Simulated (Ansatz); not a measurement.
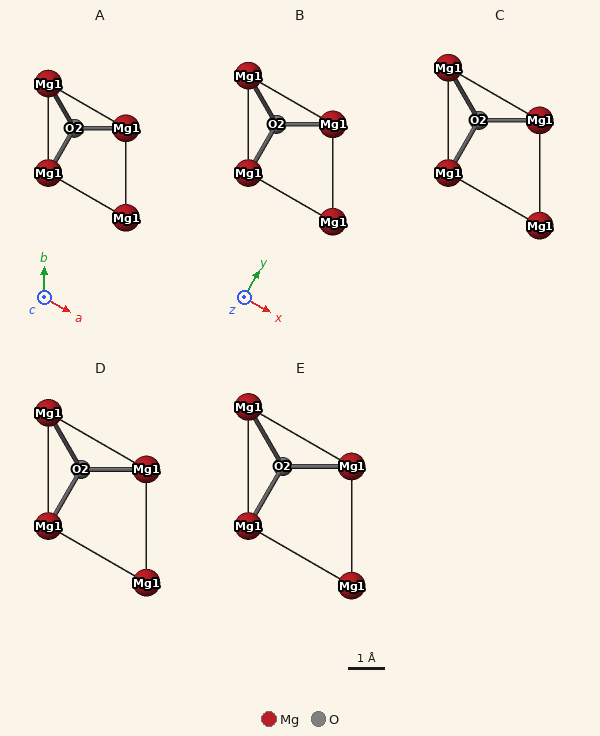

A scan of a crystal of MgO (P-6m2) along one coordinate. x, y and z are the Cartesian axes of the input. A ball-and-stick model of the cell of the calculation, seen along the c axis.

Method: DFT PBEsol, scalar-relativistic, plane waves, PAW (Ansatz). (plane-wave cutoff 420 eV; k-point mesh 9 × 9 × 8; occupations gaussian; smearing width 0.05 eV; no spin polarisation). Energies (free energies at the smearing named) are counted from the cell as listed in its source, which wasn't relaxed.

**What is being scanned?**

The cell is strained equally along x and y, with the atoms kept at their fractional coordinates. In the frames the strain is −0.15 (A), −0.075 (B), 0.00 (C), 0.075 (D), 0.1312 (E). Their energies are 721 meV/atom, 129 meV/atom, 0 meV/atom, 153 meV/atom, 382 meV/atom.
